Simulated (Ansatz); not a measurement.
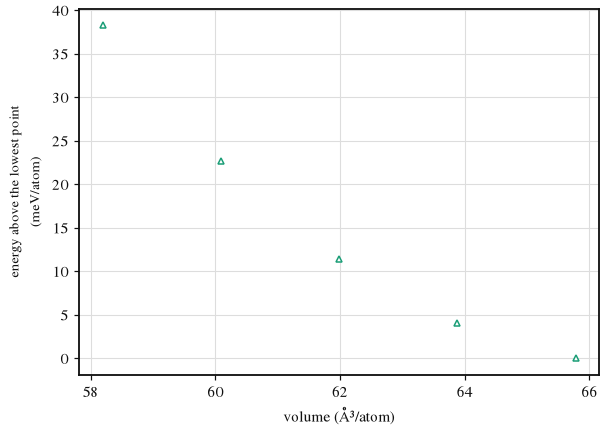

The picture above shows the energy above the lowest point against volume for Ba, space group Im-3m (No. 229) (one of a set of cubic test structures, which need not be the stable phase).

Computed with Ansatz 0.2.0 development build: equation of state of a cubic crystal from periodic Kohn-Sham density functional theory without spin; pressure corrected for the finite basis. Level: HSE06.

structure type bcc; atoms in cell 1; space group number 229; lattice centring body-centred primitive; k mesh 6×6×6; occupation method Fermi–Dirac; occupation width 0.1 eV; wave cutoff 300 eV; datasets hand-made PAW; density tolerance 0 eV; bands 9; density cutoff ratio 4; search for lower states default; exchange singularity regularized.

From this curve and the settings, what does the calculation give for the pressure at the same points?

The pressure falls from 1.506 GPa at volume 58.19 Å³/atom to 0.200 GPa at 65.78 Å³/atom.

```tsv
volume (Å³/atom)	pressure (GPa)
58.19	1.506
60.09	1.125
61.99	0.780
63.89	0.480
65.78	0.200
```

Note: modest k-mesh, values are not fully converged in k; the volumes run don't bracket the minimum of the energy, so any equilibrium value is extrapolated.
